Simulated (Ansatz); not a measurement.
The cell of MgS (Fm-3m, No. 225). The cell is taken from a calculation's input that goes back to an entry of the Crystallography Open Database (an earlier step may have relaxed or displaced it).

```cif
data_structure
_symmetry_space_group_name_H-M 'Fm-3m'
_symmetry_Int_Tables_number 225
_cell_length_a 5.2033
_cell_length_b 5.2033
_cell_length_c 5.2033
_cell_angle_alpha 90.000
_cell_angle_beta 90.000
_cell_angle_gamma 90.000
_cell_volume 140.88
loop_
_atom_site_label
_atom_site_type_symbol
_atom_site_symmetry_multiplicity
_atom_site_Wyckoff_symbol
_atom_site_fract_x
_atom_site_fract_y
_atom_site_fract_z
_atom_site_occupancy
Mg1 Mg 4 a 0.00000 0.00000 0.00000 1
S1 S 4 b 0.50000 0.00000 0.00000 1
```

At each point the valence sum V of a Mg2+ ion is computed from the anions within 5 Å (s = exp((R0 − d)/b), R0 fitted to published crystal structures with b = 0.37 Å; R0: Mg2+–S 2.186 Å). The other Mg2+ ions are ignored. This is an empirical screen for pathways, not an energy calculation.

Along which directions could Mg2+ move by this screen (counting the regions that come within 0.6 Å of a Mg site)?

No path opens below 1.4 v.u. These are grid estimates, good to about 0.1 v.u.

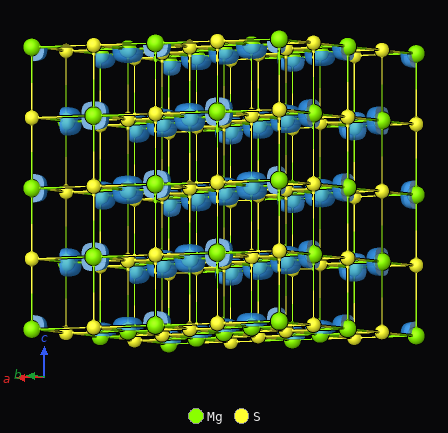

Bond-valence mismatch map for Mg2+ in MgS (Fm-3m): the blue surface encloses the points where |V − 2| < 0.6 v.u. (2×2×2 cells, view from a free direction). Pale faces close the region where the drawn box cuts it.

What is the valence sum at the Mg sites themselves?

1.97 v.u., against the formal 2.
